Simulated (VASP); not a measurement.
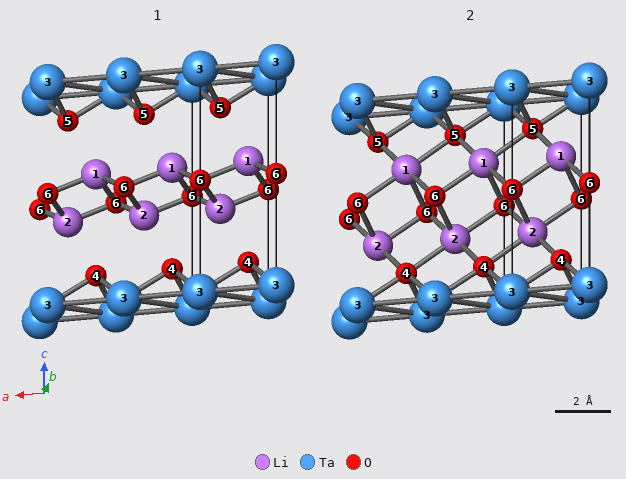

Two geometries of crystalline Li2TaO3 (a generated structure, set up in P-3m1), drawn at one scale. One is the start of a relaxation, the other its converged end. The picture is a ball-and-stick view of the cell of the calculation, repeated 3 × 1 × 1 with one cell outlined, seen from a free direction.

Level of theory: Kohn-Sham DFT of a periodic cell, PBE, VASP PAW PBE potentials, recommended in VASP 6.6.1. Settings: plane-wave cutoff 520 eV; k-point mesh 5 × 5 × 2; occupations gaussian; smearing width 0.15 eV; no spin polarisation.

> Which of the two is the end point?

Structure 1 is the relaxed one. The run lets cell and atoms move. The largest moves relative to the cell, 0.64 Å, are those of Li1 and Li2. Li1 goes along −c. Largest moves by element: Li 0.64 Å, O 0.20 Å. Ta stays in place. Cell: a = b 3.100 → 3.055 Å (−1.5 %), c 7.590 → 8.289 Å (+9.2 %). Volume +6.0 %. Near-neighbour distances that change, for instance: Li1–Li2 3.103 → 2.313 Å, Li1–O5 2.220 → 2.871 Å, Li1–O6 2.193 → 1.916 Å, Ta3–O4 2.163 → 2.095 Å. Among the angles between lasting bonds that change: Li1–O6–Li1 89.9° → 105.7°, Li1–O6–Li2 90.1° → 74.3°, O6–Li2–O6 89.9° → 105.7°. The space group stays P-3m1 (No. 164). Over 22 geometry steps the energy falls by 229 meV per atom. The largest force component goes from 1.9 to 0.041 eV/Å. Pressure: −10.10 GPa at the start and −0.29 GPa at the end. It ran on 1 thread of Intel(R) Xeon(R) 6975P-C (Granite Rapids) (shared host).
